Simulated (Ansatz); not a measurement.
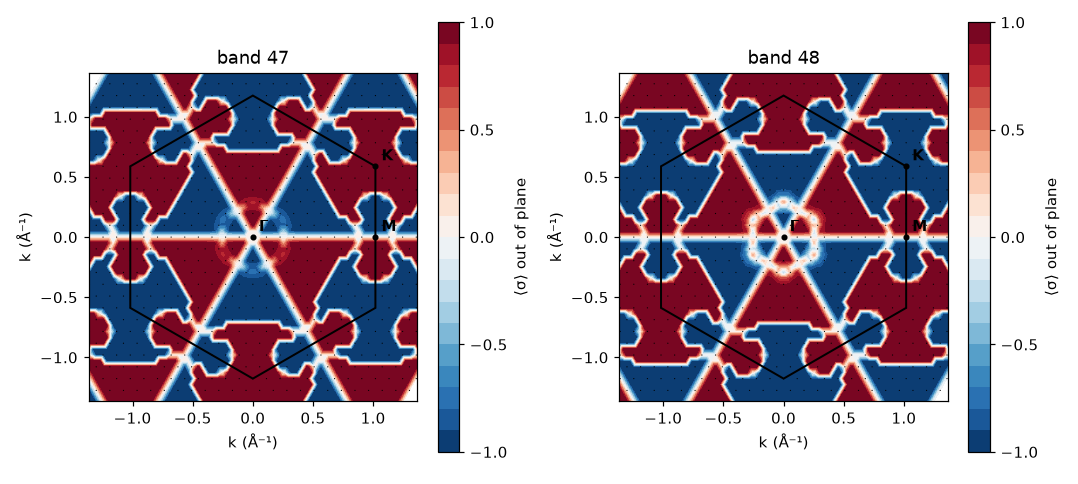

Spin texture of one free-standing Te2Mo layer cut from the bulk crystal (space group of the slab cell P-6m2) in the plane k₃ = 0, seen along b₁ × b₂: arrows give the in-plane part of ⟨σ⟩, colours the part out of the plane.

Level of theory: Ansatz 0.2.0, DFT PBE, spin-orbit coupling, plane waves, PAW; levels and slopes on a dense k mesh at the converged density. Non-magnetic. The levels come from a k mesh of 36×36×1 points. Cell and positions as given, without relaxation. The cell comes from a database of computed structures, not from a measurement.

### Describe the spin texture.

Band 47 (conduction band): the spin expectation value has a mean length of 0.9, almost wholly out of the plane; its out-of-plane part is +1.0 at the labelled K point and −1.0 at the opposite point, so spin is locked to the valley. Band 48 (conduction band): the spin expectation value has a mean length of 0.8, almost wholly out of the plane; its out-of-plane part is −1.0 at the labelled K point and +1.0 at the opposite point, so spin is locked to the valley.

### Why are these bands spin-split?

The structure has no inversion centre, so spin-orbit coupling splits the pair at general k (symmetry can keep it degenerate on some lines and at time-reversal-invariant points), and the spin at −k is opposite to that at k. Bands 47 and 48 lie up to 0.12 eV apart in this plane.
